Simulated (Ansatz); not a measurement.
```cif
data_structure
_symmetry_space_group_name_H-M 'P 1'
_symmetry_Int_Tables_number 1
_cell_length_a 2.9340
_cell_length_b 5.4611
_cell_length_c 2.8331
_cell_angle_alpha 90.000
_cell_angle_beta 90.000
_cell_angle_gamma 90.000
_cell_volume 45.40
loop_
_atom_site_label
_atom_site_type_symbol
_atom_site_fract_x
_atom_site_fract_y
_atom_site_fract_z
_atom_site_occupancy
Ge1 Ge 0.00000 0.50000 0.00000 1
Ge2 Ge 0.50000 0.00000 0.00000 1
```

Space group Cmmm; a structure from a database of computed crystals, not necessarily the ambient phase; changed on purpose from its base cell (strain +0.050 along x and y, +0.050 along z, atoms carried along); computed pressure about −9 GPa in this cell.

These are results of Ansatz, DFT r2SCAN, scalar-relativistic, plane waves, PAW, not measurements.

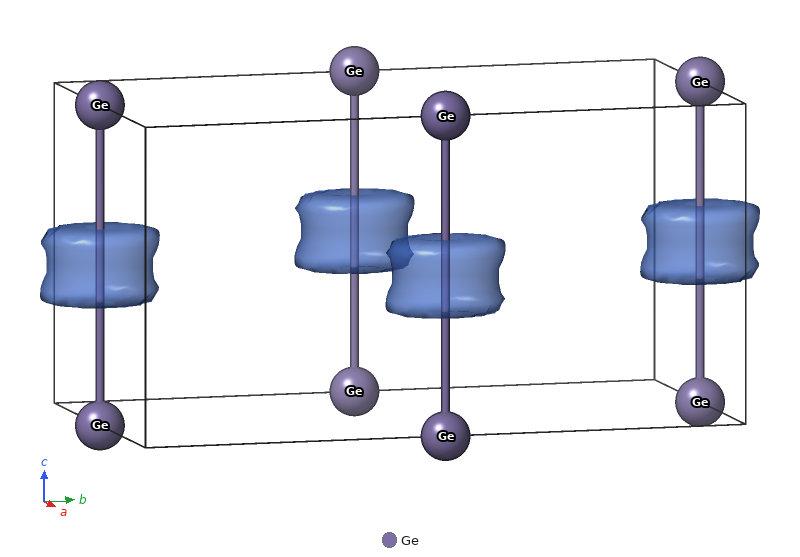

Ge. Isosurface of the electron localisation function at 0.55 (blue), seen slightly off an axis. Only the valence region is drawn (cores and ρ < 0.01 e/Å³ removed). Sticks mark near contacts.

In a PAW calculation such maps are meaningful between the atoms, not at the nuclei.

Where are the electrons localised?

The surface consists of two regions between bonded Ge–Ge atoms, counted in one cell of 2 atoms. Regions shared between cells count once. Along the contacts the grid gives the following. Ge–Ge (2.83 Å): the ELF peaks at about 0.65 between the atoms.

Does the calculation make it a metal, or give it a gap?

It is gapless in this calculation (a metal or semimetal).
